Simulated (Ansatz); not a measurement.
A series of calculations on P

**1. A change**

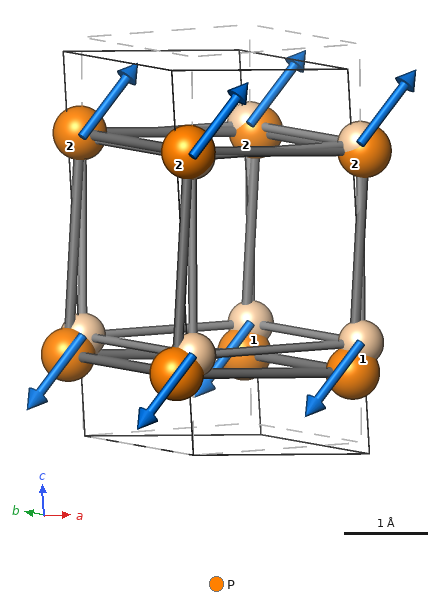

A symmetric starting cell of P, drawn pale, and a changed version of it, drawn solid. The blue arrows show how the atoms are displaced (without the part that the change of the cell carries along), magnified 5 times. Besides, the cell is strained by +8.1 % along [3 0 −1], −1.6 % along b, −6.3 % along [1 0 1] (volume −0.4 %). A ball-and-stick model of the cell of the calculation, seen from a free direction.

Level of theory: Ansatz 0.2.0, DFT PBEsol, scalar-relativistic, plane waves, PAW. (plane-wave cutoff 420 eV; k-point mesh 18 × 18 × 10; occupations gaussian; smearing width 0.1 eV; no spin polarisation)

Q: How are the atoms displaced, and what does the calculation give?

A: Atoms are displaced by 0.24 Å relative to the cell: P1 0.24 Å along [−2 0 −1]. No relaxation follows. The starting cell wasn't computed here and needn't be at equilibrium, so pressure and forces aren't due to the change alone. Among the bonded contacts that change: P–P 2.425 → 2.070 to 2.694 Å, P–P 2.439 → 2.400 Å. The space group stays P2/m (No. 10). The pressure is 11.1 GPa (not all of it need come from the change, since the unchanged cell can be under pressure at this level too). The principal stresses (compression positive) are 28.9 GPa along [1 0 3], 6.3 GPa along b, −1.9 GPa along a. The largest forces, 2.7 eV/Å, act on P1 and P2; on P1 it points along [1 0 3]. The forces mostly point back along the displacements (cosine −0.76).

**2. A change**

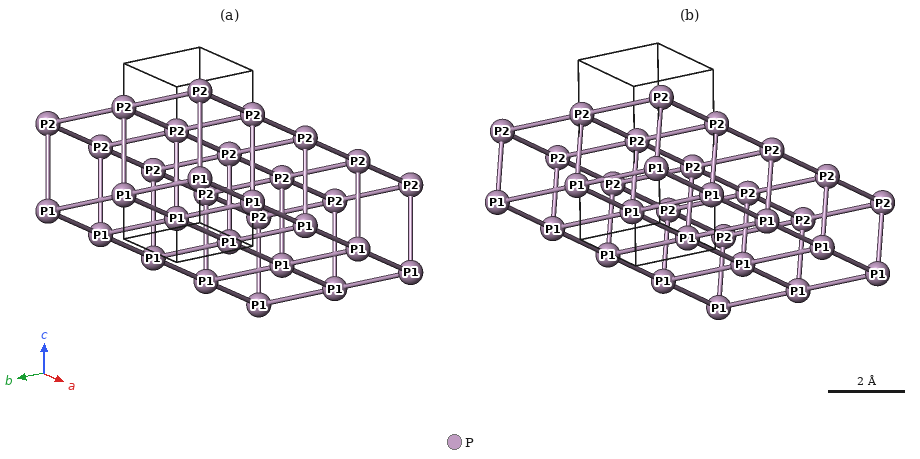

Left: a symmetric starting cell of P. Right: the same structure after one change, at the same scale. A ball-and-stick model of the cell of the calculation, repeated 4 × 2 × 1 with one cell outlined, seen from a free direction.

All numbers below come from DFT PBEsol, scalar-relativistic, plane waves, PAW (Ansatz). Settings: plane-wave cutoff 420 eV; k-point mesh 18 × 18 × 10; occupations gaussian; smearing width 0.1 eV; no spin polarisation.

What distinguishes the right structure from the left one?

Answer. The cell is strained by +5.9 % roughly along [3 0 −1], +4.6 % along b, +0.8 % along [1 0 1] (volume +11.7 %) and atoms are displaced by 0.26 Å relative to the cell: P1 0.26 Å along [−1 0 1]. No relaxation follows. The starting cell wasn't computed here and needn't be at equilibrium, so pressure and forces aren't due to the change alone.

How do the computed properties respond?

Answer. The pressure is 4.0 GPa (not all of it need come from the change, since the unchanged cell can be under pressure at this level too). The principal stresses (compression positive) are 25.3 GPa along c, −6.1 GPa along a, −7.1 GPa along b. The largest forces, 2.8 eV/Å, act on P1 and P2; on P1 it points along −c. The forces mostly point back along the displacements (cosine −0.84). Near-neighbour distances before and after: P–P 2.425 → 2.037 to 2.934 Å, P–P 2.439 → 2.551 Å. The space group stays P2/m (No. 10).

**3. Distortion**

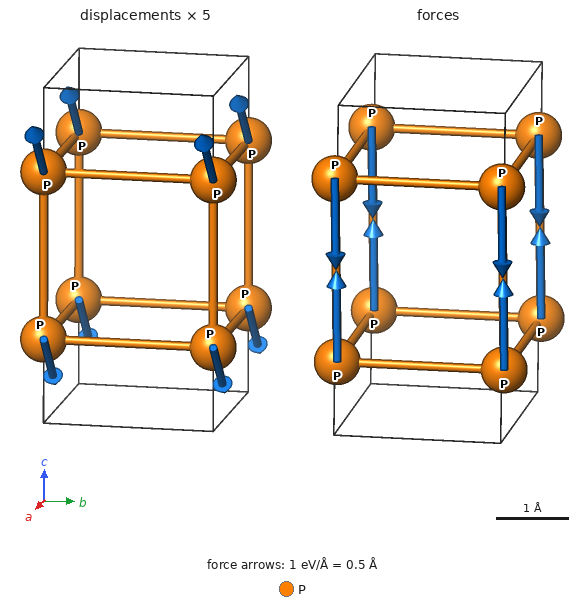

Left: a symmetric starting cell of P, with blue arrows for the displacements applied to it (without the part that the change of the cell carries along). Right: the displaced structure with the computed forces. Besides, the cell is strained by +8.1 % along [3 0 −1], −1.6 % along b, −6.3 % along [1 0 1] (volume −0.4 %). Style: ball-and-stick. Shown: the cell of the calculation, slightly off an axis.

The calculation used DFT PBEsol, scalar-relativistic, plane waves, PAW (Ansatz 0.2.0). Set-up: plane-wave cutoff 420 eV; k-point mesh 18 × 18 × 10; occupations gaussian; smearing width 0.1 eV; no spin polarisation.

> Where do the forces point?

Atoms are displaced by 0.24 Å relative to the cell. No relaxation follows. The starting cell wasn't computed here and needn't be at equilibrium, so pressure and forces aren't due to the change alone. The pressure is 11.1 GPa (not all of it need come from the change, since the unchanged cell can be under pressure at this level too). The principal stresses (compression positive) are 28.9 GPa along [1 0 3], 6.3 GPa along b, −1.9 GPa along a. The largest forces, 2.7 eV/Å, act on 2 P atoms of the calculation's cell. The forces mostly point back along the displacements (cosine −0.76). Some distances before and after: P–P 2.425 → 2.070 to 2.694 Å, P–P 2.439 → 2.400 Å. The space group stays P2/m (No. 10).

**4. Distortion**

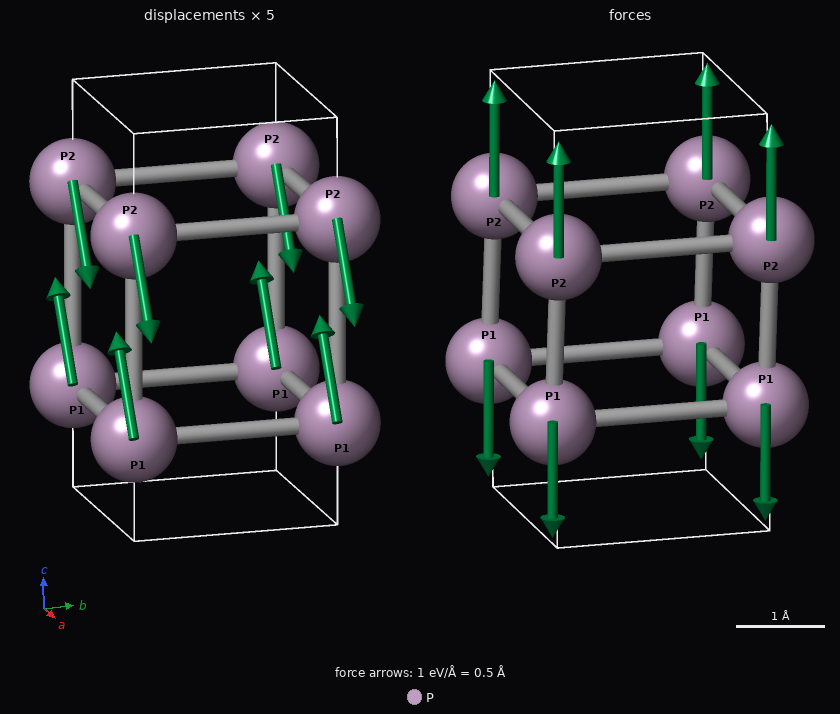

Left: a symmetric starting cell of P, with green arrows for the displacements applied to it (without the part that the change of the cell carries along). Right: the displaced structure with the computed forces. Besides, the cell is strained by +5.9 % roughly along [3 0 −1], +4.6 % along b, +0.8 % along [1 0 1] (volume +11.7 %). The picture is a ball-and-stick view of the cell of the calculation, seen slightly off an axis.

The calculation used Ansatz, DFT PBEsol, scalar-relativistic, plane waves, PAW. Settings: plane-wave cutoff 420 eV; k-point mesh 18 × 18 × 10; occupations gaussian; smearing width 0.1 eV; no spin polarisation.

**How do the forces relate to the distortion?**

Atoms are displaced by 0.26 Å relative to the cell: P1 0.26 Å along [−1 0 1]. No relaxation follows. The starting cell wasn't computed here and needn't be at equilibrium, so pressure and forces aren't due to the change alone. The pressure is 4.0 GPa (not all of it need come from the change, since the unchanged cell can be under pressure at this level too). The principal stresses (compression positive) are 25.3 GPa along c, −6.1 GPa along a, −7.1 GPa along b. The largest forces, 2.8 eV/Å, act on P1 and P2; on P1 it points along −c. The forces mostly point back along the displacements (cosine −0.84). Near-neighbour distances before and after: P–P 2.425 → 2.037 to 2.934 Å, P–P 2.439 → 2.551 Å. The space group stays P2/m (No. 10).
